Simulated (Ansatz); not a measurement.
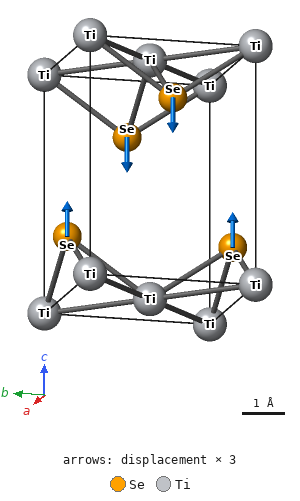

A relaxation of solid TiSe (set up in P4/nmm). The starting structure is drawn; blue arrows show the displacements (the part carried along by the change of the cell is left out), 3 times their true length.

A ball-and-stick model of the cell of the calculation, seen from a free direction.

The run lets cell and atoms move.

Level of theory: Kohn-Sham DFT of a periodic cell, PBEsol with D3(BJ), Ansatz PAW in Ansatz 0.2.0.

The input:
```yaml
crystal:
  lattice:
    - [4.178357, 0.0, 0.0]
    - [0.0, 4.178357, 0.0]
    - [0.0, 0.0, 5.984423]
  atoms:
    - { symbol: Se, position: [0.0, 0.5, 0.760556] }
    - { symbol: Se, position: [0.5, 0.0, 0.239444] }
    - { symbol: Ti, position: [0.0, 0.0, 0.0] }
    - { symbol: Ti, position: [0.5, 0.5, 0.0] }
hamiltonian:
  xc: pbesol
  pseudopotentials: { kind: paw }
  dispersion: d3bj
kpoints:
  mp_grid: { grid: [7, 7, 5] }
scf:
  occupations: { method: fermi_dirac, width: 0.05 }
output:
  forces: true
  stress: true
  eigenvalues: true
relax:
  f_tol: 0.01
  max_steps: 40
  cell: { stress_tol: 0.05 }
```

Launched with:
```bash
ansatz run input.yaml --threads 2 --pin off --max-ram 5632MiB --backend cpu --events-out ev --progress --plain --runs-dir out
```

> Atoms of which element are displaced furthest, and by how much?

Selenium: up to 0.30 Å, against 0.00 Å for titanium.

> What happened in the run?

The largest moves relative to the cell, 0.30 Å, are those of Se atoms. Ti stays in place. The drawn cell changes as follows: a = b 4.178 → 4.093 Å (−2.0 %), c 5.984 → 4.709 Å (−21.3 %); the volume changes by −24.5 %. Among the contacts that change: Ti–Ti 2.955 → 2.894 Å, Se–Ti 2.533 → 2.494 Å. The space group stays P4/nmm (No. 129). After 7 accepted moves (8 points after the start) the energy has fallen by 0.432 eV per cell of the calculation. The largest force component goes from 0.32 to 0.00088 eV/Å. Pressure: −4.97 GPa at the start and 0.00 GPa at the end. The SCF was repeated once at an unchanged geometry on a basis and grid sized afresh for the cell, which shifted the energy by 1.9 meV per cell of the calculation at most. The run took 47 s on 2 threads of AMD EPYC 7R43 64-Core Processor (Zen 3) (shared host), peak memory 0.49 GiB.
